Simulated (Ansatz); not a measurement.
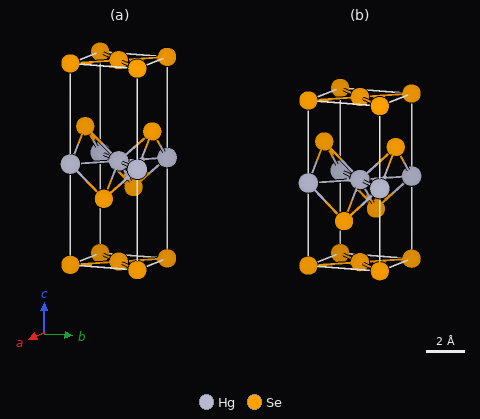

The structure of crystalline HgSe2 (a generated structure, set up in P4/nmm) (coarse preliminary run) before (left) and after (right) a relaxation, at one scale.

The picture is a ball-and-stick view of the cell of the calculation, seen slightly off an axis.

The calculation used DFT PBE+D3(BJ), scalar-relativistic, plane waves, PAW (Ansatz). Set-up: plane-wave cutoff 420 eV; k-point mesh 4 × 4 × 2; occupations gaussian; smearing width 0.1 eV; no spin polarisation; cell and atoms relaxed; force threshold 0.04 eV/Å; at most 70 steps.

Q: Summarise the run.

A: The largest moves relative to the cell, 0.48 Å, are those of Se atoms. Hg stays in place. The volume changes by −6.6 %, with a = b 3.862 → 4.122 Å (+6.7 %), c 10.778 → 8.838 Å (−18.0 %). Near-neighbour distances that change, for instance: Se–Se 4.151 → 3.263 Å, Hg–Se 2.582 → 2.795 Å, Se–Se 2.731 → 2.915 Å, Hg–Hg 2.731 → 2.915 Å. The space group stays P4/nmm (No. 129). The energy falls by 1.352 eV per cell of the calculation in 7 accepted moves (9 points after the start). The largest force component goes from 3.3 to 0.023 eV/Å. Pressure: 12.54 GPa at the start and 0.05 GPa at the end. The line search rejected the trial step at point 6 of the run. At 1 point the geometry stayed and the basis and grid were re-selected for the new cell (energy shift of 0.6 meV per cell of the calculation at most each time).

Limits of the set-up: the k-point mesh is coarse for a cell with partly filled bands.
